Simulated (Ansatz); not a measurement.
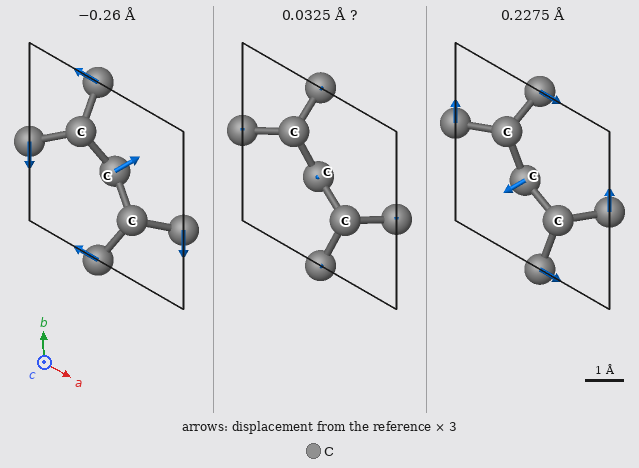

Energy scan for solid C (P6/mmm), in which a normal mode at the zone centre is frozen in with the cell fixed, the amplitude being the largest displacement of an atom. The picture is a ball-and-stick view of the cell of the calculation, seen along the c axis. Blue arrows: displacements from the reference.

Level of theory: Ansatz 0.2.0, DFT LDA, scalar-relativistic, plane waves, PAW. Set-up: plane-wave cutoff 420 eV; k-point mesh 12 × 12 × 10; occupations gaussian; smearing width 0.15 eV; no spin polarisation. Energies (free energies at the smearing named) are counted from the relaxed crystal.

```
largest displacement (Å)  energy change (meV/cell)
                 −0.2600                     −22.3
                 −0.1300                     −78.7
                  0.0000                       0.0
                  0.0325                         ?
                  0.0650                     −24.6
                  0.0975                     −51.3
                  0.1625                     −97.6
                  0.1950                     −99.1
                  0.2275                     −75.9
```

> Fill in the missing row.

A straight line between the two neighbours gives −12.3 meV/cell. A cubic through the four nearest rows (−0.1300, 0.0000, 0.0650, 0.0975) gives, with Lagrange weights, (−0.0119)(−78.7) + (0.4167)(0.0) + (0.8333)(−24.6) + (−0.2381)(−51.3) = −7.3 meV/cell. The calculation gives −6.3 meV/cell, so the cubic is 1.0 meV/cell too low and the straight line 6.0 meV/cell too low, as the curve bends downwards here.

The whole profile:

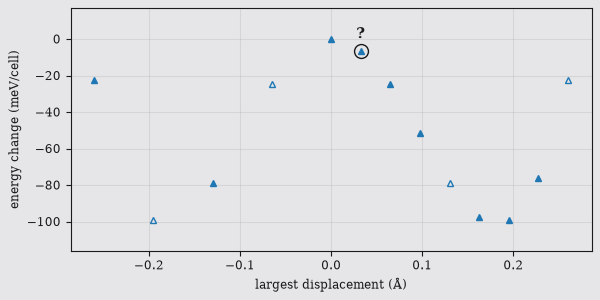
